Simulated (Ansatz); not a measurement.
**Run report: BN, geometry relaxation**

The run: geometry relaxation of BN (slab, 6 atoms in the cell). Method and program: DFT PBE+D3(BJ), scalar-relativistic, plane waves, PAW, no spin polarisation (Ansatz 0.2.0).

The structure derives from a Materials Project entry. The input holds or restrains some coordinates. Forces given for the steps count only the free coordinates. It belongs to a series of runs on one base structure; here: clean slab, lower half held. Figures and captions count atoms from 1; the log counts them from 0 in places.

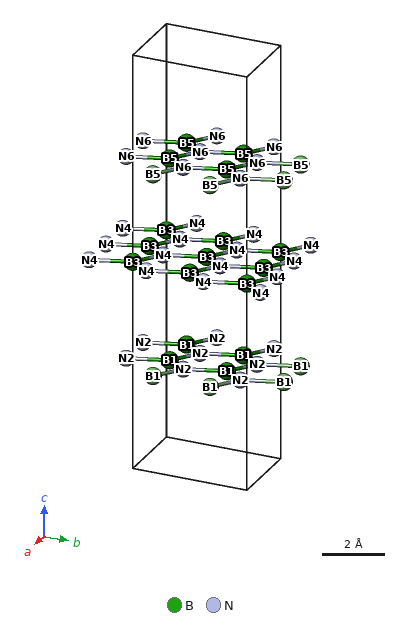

The input geometry (ball-and-stick view of the 2 × 2 repeat of the cell, with the vacuum cut short, seen slightly off an axis; neighbours outside the cell are drawn fainter; atoms are numbered from 1 in the order of the input). An atom can appear more than once, as a periodic image. Near neighbours in the periodic cell (some may lie outside the picture): B has 3 N at 1.45 Å; N has 3 B at 1.45 Å.

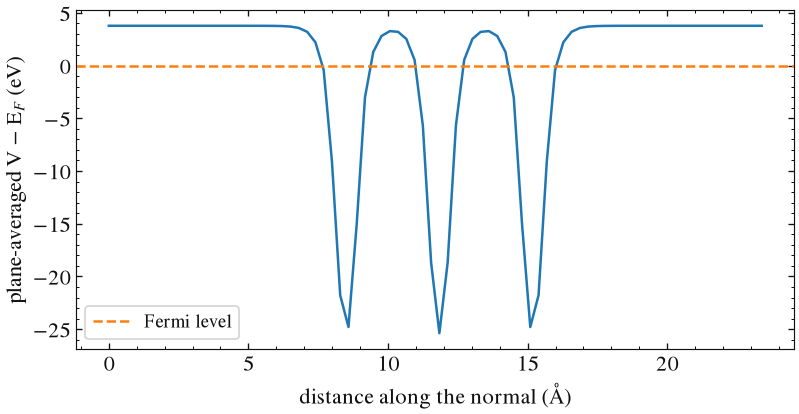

Plane average of the electrostatic potential energy of an electron across the cell, from the Fermi level. The vacuum level lies 3.78 eV above the Fermi level.

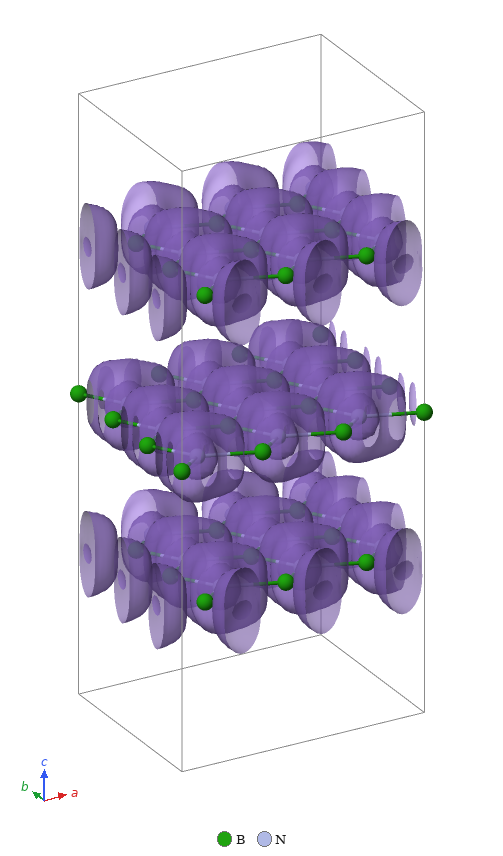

Isosurface of the ELF at 0.7 (purple), seen slightly off an axis. Core shells and regions of very low density are left out. Sticks mark near contacts. Along the contacts the grid gives the following. The fields are those of the smooth PAW valence density.

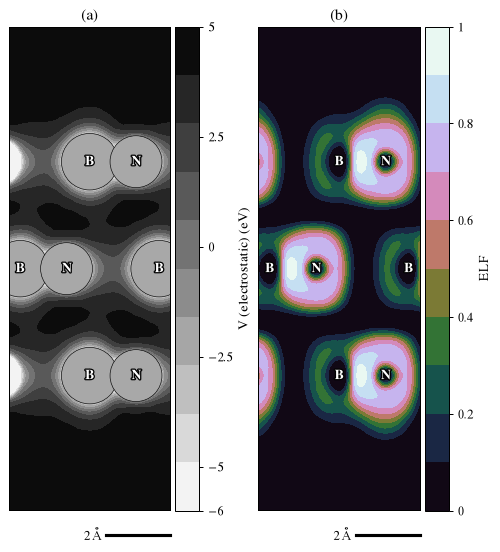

(a) electrostatic potential (local pseudopotential plus Hartree) felt by an electron; (b) electron localisation function on the (11̄0) plane of the calculation cell, a cut from vacuum to vacuum. Grey discs, where drawn, cover atomic cores. The section cuts through B and N sites. B–N (1.45 Å): the ELF peaks at about 0.95 between the atoms, which marks a shared but strongly polarised pair.

The input that produced these results follows, with the program's output.

### Input file
```yaml
crystal:
  lattice:
    - [2.5051851808, 0.0, 0.0]
    - [1.2500915904, 2.17099604, 0.0]
    - [0.0, 0.0, 23.6789643053]
  atoms:
    - { symbol: B, position: [0.4998931263, 0.4998931263, 0.3589684029] }
    - { symbol: "N", position: [0.8334068837, 0.8334068837, 0.3589684029] }
    - { symbol: B, position: [0.9998931263, 0.9998931263, 0.5] }
    - { symbol: "N", position: [0.3334068837, 0.3334068837, 0.5] }
    - { symbol: B, position: [0.4998931263, 0.4998931263, 0.6410315971] }
    - { symbol: "N", position: [0.8334068837, 0.8334068837, 0.6410315971] }
basis:
  ecutwfc: 420
kpoints:
  mp_grid: { grid: [12, 12, 1] }
hamiltonian:
  xc: pbe
  dispersion: d3bj
scf:
  occupations: { method: gaussian, width: 0.05 }
output:
  forces: true
  eigenvalues: true
  write_density: true
  write_potential: true
  elf: true
  volumetric_format: npy
relax:
  adjacent_minimum: "off"
  f_tol: 0.03
  max_steps: 70
  constraints: [{ sites: [0, 1] }]
efield:
  axis: 3
  dipole_correction: true
  ramp_width: 0.04
```

Command:
```bash
ansatz run input.yaml --threads 1 --pin off --max-ram 2560MiB --backend cpu --events-out ev --progress --plain --runs-dir out
```

### Output
```
Engine: ansatz 0.2.0, aarch64-unknown-linux-gnu
Pseudopotentials: kind: paw
Pseudopotential: B, paw, valence charge 3, recommended cutoff 420 eV (normal), B.paw.azcp
Pseudopotential: N, paw, valence charge 5, recommended cutoff 420 eV (normal), N.paw.azcp
Functional definition: PBE
  parameter kappa = 0.804
  parameter beta = 0.06672455060314922
  exchange = pbe_x(kappa = kappa, mu = beta*pi^2/3)
  correlation = pbe_c(beta = beta)
Crystal: 6 atoms, lattice volume = 128.784 Å³
Basis set: ecut = 420 eV, 2529 PW (Γ), exchange–correlation on 36×36×320 points (8 copies of the dense FFT grid, shifted against one another)
Bands: 18, of which v1, the nominal top of the filled ones, is band 12 counted from 1 (11 counted from 0)
Symmetry: 2 space group operations
k-points: 43 of 144 (time reversal used)
Non-local potential: B, projectors of the file, l = 0: 2, l = 1: 2, l = 2: 1
Non-local potential: N, projectors of the file, l = 0: 2, l = 1: 2, l = 2: 1
PAW form: soft (Blöchl's): semilocal exchange-correlation on the pseudo side does not see the compensation charge
PAW one-centre angular grid: B, 110 points (default); XC on 64 Gauss nodes
PAW one-centre angular grid: N, 110 points (default); XC on 64 Gauss nodes
Initial density: superposition of atomic densities (neutral atoms: chi_scale 0, normalization atom), corrected by the library's trained network
Initial wavefunctions: pseudopotential atomic-orbital guess
Functional: x = pbe(κ = 0.804, μ = 0.2195149727645171), c = pbe(β = 0.06672455060314922)
SCF iter   1: F=—  HF=-1627.931843 eV  |F-HF|=—  |Δ(HF+E_count)|=         —  Δρ=1.71e-3  dr2=4.73e-3  ethr=1.77e-3  p=0.000 e·Å  D=9.92e-15 V/Å  ΔV_dip=-0.00 eV  dr2_dipole=3.37e-9  V_vac-E_F(+/−)=3.44/3.44 eV  ⟨swp⟩=7.3  Hψ=4817  notcnv=0
efield: sawtooth ramp at fractional position 0.9800 (placed from the atoms, in the widest stretch of the axis that holds none; the zero of the levels goes with the place), width 0.0400; the density the first Hamiltonian is built on has a dipole p = 0.000 e·Å; the dipole correction subtracts the counter field D = 9.92e-15 V/Å, which shifts the + side's vacuum level by -0.00 eV against the − side's; the planar-averaged density in the ramp window peaks in size at 4.4e-5 e/Å³
preconditioner: auto → none  [insulator: Δε(μ)=3.930 eV  Ē_g=14.899 eV  σ=0.050 eV  W_gap=1.00  n_scr=14 (ndim 8)  ℏωp=16.0 eV  f_vac=0.569  D(μ)=0.00/eV (n_scr^D=0)  ε∞_Penn≈2.2]
SCF iter   2: F=—  HF=-1627.933903 eV  |F-HF|=—  |Δ(HF+E_count)|=   2.06e-3  Δρ=8.99e-4  dr2=1.39e-3  ethr=1.97e-5  p=0.000 e·Å  D=4.87e-5 V/Å  ΔV_dip=-0.00 eV  dr2_dipole=7.42e-9  V_vac-E_F(+/−)=3.76/3.76 eV  ⟨swp⟩=2.3  Hψ=1748  notcnv=0  defer=49
SCF iter   3: F=—  HF=-1627.933879 eV  |F-HF|=—  |Δ(HF+E_count)|=   2.34e-5  Δρ=5.47e-4  dr2=1.32e-4  ethr=5.79e-6  p=0.000 e·Å  D=7.01e-7 V/Å  ΔV_dip=-0.00 eV  dr2_dipole=9.68e-12  V_vac-E_F(+/−)=3.71/3.71 eV  ⟨swp⟩=2.0  Hψ=1024  notcnv=0  defer=49
SCF iter   4: F=—  HF=-1627.934194 eV  |F-HF|=—  |Δ(HF+E_count)|=   3.14e-4  Δρ=1.11e-4  dr2=1.01e-5  ethr=5.49e-7  p=0.000 e·Å  D=5.87e-6 V/Å  ΔV_dip=-0.00 eV  dr2_dipole=1.85e-10  V_vac-E_F(+/−)=3.77/3.77 eV  ⟨swp⟩=2.1  Hψ=1265  notcnv=0  defer=52
iter 5 did not close the SCF: its close was put off for the readings that it lacked (scf_convergence_deferred on its scf_iter line)
SCF iter   5: F=-1627.934206 eV  HF=-1627.934205 eV  |F-HF|=1.17e-6  |Δ(HF+E_count)|=   1.09e-5  Δρ=2.95e-5  dr2=7.71e-7  ethr=4.21e-8  p=-0.000 e·Å  D=-4.26e-6 V/Å  ΔV_dip=0.00 eV  dr2_dipole=4.79e-11  V_vac-E_F(+/−)=3.78/3.78 eV  ⟨swp⟩=2.0  Hψ=1227  notcnv=0  defer=59
SCF iter   6: F=-1627.934206 eV  HF=-1627.934206 eV  |F-HF|=5.59e-7  |Δ(HF+E_count)|=   8.06e-7  Δρ=1.00e-5  dr2=6.14e-8  ethr=3.21e-9  p=0.000 e·Å  D=2.26e-6 V/Å  ΔV_dip=-0.00 eV  dr2_dipole=2.15e-11  V_vac-E_F(+/−)=3.78/3.78 eV  ⟨swp⟩=14.6  Hψ=6567  notcnv=0
SCF 1 converged in 6 iterations: F = -1627.934206 eV  dr2 = 6.14e-8
  greatest PAW one-centre occupation: 0.797 electrons in one spin orbital (limit 2), on the N atom at site 3 (counted from 0), in its partial waves of l = 0
relax step   1: F+E_penalty+E_count = -1627.93420617 eV  Δ(F+E_penalty+E_count) = +0.000e0 eV  max|allowed force component| = 2.126e-2 eV/Å  Δτ_max = 0.0000 Å  (6 SCF iters, dr2 threshold 2.25e-5 eV, accepted)
Initial density: handed on by an earlier stage of this run
Initial wavefunctions: those handed on with the density
iter 1 solved again at ethr=2.62e-10 eV; its pass at ethr=3.10e-3 eV (dr2=6.28e-8 eV) is discarded
SCF iter   1: F=—  HF=-1627.934200 eV  |F-HF|=—  |Δ(HF+E_count)|=         —  Δρ=1.01e-5  dr2=6.31e-8  ethr=2.62e-10  p=0.000 e·Å  D=2.26e-6 V/Å  ΔV_dip=-0.00 eV  dr2_dipole=2.15e-11  V_vac-E_F(+/−)=3.78/3.78 eV  ⟨swp⟩=1.0  Hψ=2580  notcnv=0
efield: sawtooth ramp at fractional position 0.9800 (handed on by an earlier solve), width 0.0400; the density the first Hamiltonian is built on has a dipole p = 0.000 e·Å; the dipole correction subtracts the counter field D = 2.26e-6 V/Å, which shifts the + side's vacuum level by -0.00 eV against the − side's; the planar-averaged density in the ramp window peaks in size at 1.6e-7 e/Å³
preconditioner: auto → none  [insulator: Δε(μ)=3.955 eV  Ē_g=14.986 eV  σ=0.050 eV  W_gap=1.00  n_scr=14 (ndim 8)  ℏωp=16.0 eV  f_vac=0.567  D(μ)=0.00/eV (n_scr^D=0)  ε∞_Penn≈2.1]
SCF iter   2: F=-1627.934206 eV  HF=-1627.934206 eV  |F-HF|=3.10e-7  |Δ(HF+E_count)|=   5.54e-6  Δρ=4.81e-6  dr2=1.19e-8  ethr=2.62e-10  p=-0.000 e·Å  D=-1.62e-6 V/Å  ΔV_dip=0.00 eV  dr2_dipole=9.32e-12  V_vac-E_F(+/−)=3.78/3.78 eV  ⟨swp⟩=12.2  Hψ=5864  notcnv=0
SCF 2 converged in 2 iterations: F = -1627.934206 eV  dr2 = 1.19e-8
relax step   2: F+E_penalty+E_count = -1627.93420619 eV  Δ(F+E_penalty+E_count) = -2.196e-8 eV  max|allowed force component| = 2.128e-2 eV/Å  Δτ_max = 0.0000 Å  (2 SCF iters, accepted)
WARN: The output density's exchange-correlation potential varies sharply where the density is thin. Do not read a vacuum level from v_tot or v_xc, or from such a field of the output density. On a cell that repeats whose density bears no net charge and no dipole along the vacuum's axis use v_es (v_loc + v_h of the components); under efield.dipole_correction with no amplitude use v_es + v_field, which holds any external_charges[].barrier, or the levels of the report's work_function block, which leave it out; under a non-zero efield.amplitude the vacuum is tilted and has no level; on a cell that repeats and bears such a dipole with no correction it is tilted too, and efield.dipole_correction with no amplitude gives each side of its ramp a level where efield: is served; in a cell that repeats whose density bears a net charge (total_charge, or a fill off its count) it is curved and has none; of a slab under crystal.periodic whose density bears no net charge use v_es, which has a level on each side, short of where the two are joined; of another it falls or rises all the way out and has none; of a slab beside external_charges read slab_vacuum_level instead, which it has where they leave it neutral. The grid or the basis barely resolves most such structure, and the values can differ between equally converged runs; as a rule a tighter scf.convergence.dr2_threshold does not remove it. Where the density itself ripples (under the LDA too) a higher basis.ecutwfc lessens it. The files hold the spikes' plane waves up to the density's cutoff. Files: v_tot_of_output_density and the like, and their columns of v_z.tsv (output.write_potential); v_xc_of_output_density and the like, and their columns of v_comp_z.tsv (output.write_potential_components). Measured: with its Gaussian average of σ = 0.25 Å subtracted twice, the exchange-correlation potential is over 0.1 eV at 19 of the grid points where the equally averaged density (valence and model cores) is under 1e-3 e/Å³, and 0.148 eV at the most among them, at an averaged density of 4.4e-8 e/Å³. The input density's (outcome.potential() and, of a run that writes arrays, v_tot and v_xc) is over 0.1 eV, so measured, at 2 points of its own thin density, 0.110 eV at the most. See output.write_potential in the manual, Limitations
SCF converged after 2 iterations
Free energy (F): -1627.934206 eV
Harris-Foulkes:  -1627.934206 eV  (|F-HF|=3.10e-7)
Internal energy: -1627.934206 eV  (E = F + TS)
E sigma→0 (E₀):  -1627.934206 eV
Fermi energy:    0.675789 eV
Dipole field:    D = 0.000003 V/Å  (p = 0.000002 e·Å, saw-weighted, corrected)
Work function:   Φ+ = 3.7774 eV   Φ− = 3.7776 eV
Levels:          The Fermi level and band energies are counted from a zero that moves with the ramp; work functions are not
--- Per-component energies (eV) ---
  E_band       = -204.334592
  E_kinetic    = 549.742026
  E_local      = -14512.833194  (includes V_loc(G=0)·N_el)
  E_nonlocal   = 173.388862
  E_hartree    = 6998.398206
  E_xc         = -276.452380
  E_vxc        = -342.952868  (∫ρ·V_xc dr)
  E_paw        = -620.410708  (= ΣΔE_a)
  E_vpaw       = -68.478205  (= ΣTr[D̂ρ^β])
  E_aug_tail   = 0.000301  (compensation charges beyond the density's cutoff)
  E_efield     = 0.000000  (sawtooth field / dipole correction)
  E_vefield    = 0.000000  (∫n·V_field dr)
  E_ewald      = 6060.934072
  E_disp       = -0.701390  (pairwise vdW)
  E_smearing   = -0.000000  (= −TS)
  E_closure    = -0.000000  (closes the sum)
  Σ components = -1627.934206   (vs F -1627.934206, Δ=0.00e0)
--- Forces (eV/Å), atoms counted from 1 ---
  atom   1  B      0.00678334     0.00392158     0.01461673
  atom   2  N     -0.00671588    -0.00388258    -0.02128943
  atom   3  B     -0.00009513    -0.00005500     0.00000188
  atom   4  N     -0.00004165    -0.00002408    -0.00000895
  atom   5  B      0.00678315     0.00392146    -0.01461432
  atom   6  N     -0.00671552    -0.00388237     0.02127942
  max |Σ_I F_I| component: 1.47e-5 eV/Å
--- Band table (eV; the first three rows and the last of 43) ---
  k-point 0: bands = ["-19.1407", "-19.0337", "-18.9415", "-7.3155", "-6.6350", "-5.8781", "-2.7494", "-2.7280", "-2.7204", "-2.7194", "-2.7050", "-2.7037", "3.4718", "3.7585", "4.6272", "5.3449", "5.6094", "7.1692"]
  k-point 1: bands = ["-19.0058", "-18.9004", "-18.8098", "-7.1307", "-6.4566", "-5.7077", "-3.2974", "-3.2798", "-3.2781", "-2.9814", "-2.9679", "-2.9677", "3.7050", "3.9782", "4.8516", "5.5528", "5.8296", "7.3609"]
  k-point 2: bands = ["-18.6086", "-18.5080", "-18.4224", "-6.5843", "-5.9335", "-5.2140", "-4.7037", "-4.6840", "-4.6767", "-3.6096", "-3.5958", "-3.5958", "4.3634", "4.6128", "5.4985", "6.1113", "6.4581", "7.6588"]
  k-point 42: bands = ["-16.0076", "-15.9465", "-15.8995", "-10.3599", "-10.2574", "-10.1713", "-5.5581", "-5.5286", "-5.5125", "-2.7200", "-2.2907", "-1.8572", "2.6531", "3.3922", "4.2643", "8.1943", "8.4062", "8.5027"]
--- Relaxed structure (2 steps of the walk, 2 accepted, 0 SCFs on fresh bases) ---
  F+E_penalty+E_count = -1627.93420619 eV   max|allowed force component| = 2.128e-2 eV/Å
  atoms:
    - { symbol: B, position: [0.49989312629999993, 0.49989312629999993, 0.3589684029] }
    - { symbol: N, position: [0.8334068836999999, 0.8334068837, 0.3589684029] }
    - { symbol: B, position: [0.9998931262999999, 0.9998931263, 0.5] }
    - { symbol: N, position: [0.33340688369999993, 0.3334068836999999, 0.5] }
    - { symbol: B, position: [0.49989312629999993, 0.49989312629999993, 0.6410315971] }
    - { symbol: N, position: [0.8334068836999999, 0.8334068837, 0.6410315971] }
```

### Trajectory as extended XYZ (Å, eV, eV/Å), 2 frames, from step=1 to step=2
```
6
Lattice="2.5052 0.0000 0.0000 1.2501 2.1710 0.0000 0.0000 0.0000 23.6790" Properties=species:S:1:pos:R:3:forces:R:3 step=1 energy=-1627.93421
B     1.8772    1.0853    8.5000    0.0068   0.0039   0.0146
N     3.1297    1.8093    8.5000   -0.0067  -0.0039  -0.0212
B     3.7549    2.1708   11.8395   -0.0001  -0.0001   0.0000
N     1.2520    0.7238   11.8395    0.0000   0.0000   0.0000
B     1.8772    1.0853   15.1790    0.0068   0.0039  -0.0146
N     3.1297    1.8093   15.1790   -0.0067  -0.0039   0.0213
6
Lattice="2.5052 0.0000 0.0000 1.2501 2.1710 0.0000 0.0000 0.0000 23.6790" Properties=species:S:1:pos:R:3:forces:R:3 step=2 energy=-1627.93421
B     1.8772    1.0853    8.5000    0.0068   0.0039   0.0146
N     3.1297    1.8093    8.5000   -0.0067  -0.0039  -0.0213
B     3.7549    2.1708   11.8395   -0.0001  -0.0001   0.0000
N     1.2520    0.7238   11.8395    0.0000   0.0000   0.0000
B     1.8772    1.0853   15.1790    0.0068   0.0039  -0.0146
N     3.1297    1.8093   15.1790   -0.0067  -0.0039   0.0213
```

### Results in brief

| quantity | value |
| --- | --- |
| outcome | converged under the restraints of the input |
| electrons treated | 24 |
| free energy | −1627.9342 eV |
| work function, top face | 3.78 eV |
| work function, bottom face | 3.78 eV |
| Fermi energy | 0.676 eV |
| gap on the k-point mesh | 3.96 eV |
| final volume | 128.78 Å³ |
| work function (upper face) | 3.78 eV |
| largest force (length of the vector) at the end, held atoms and coordinates included | 0.023 eV/Å |
| hardware | 1 thread of Arm Neoverse V2, 24 GiB of memory available, shared host |
| wall time | 16 s |
| peak memory | 0.37 GiB |

### Remarks

Notes on the run: the exchange-correlation potential is rough where the density is thin.
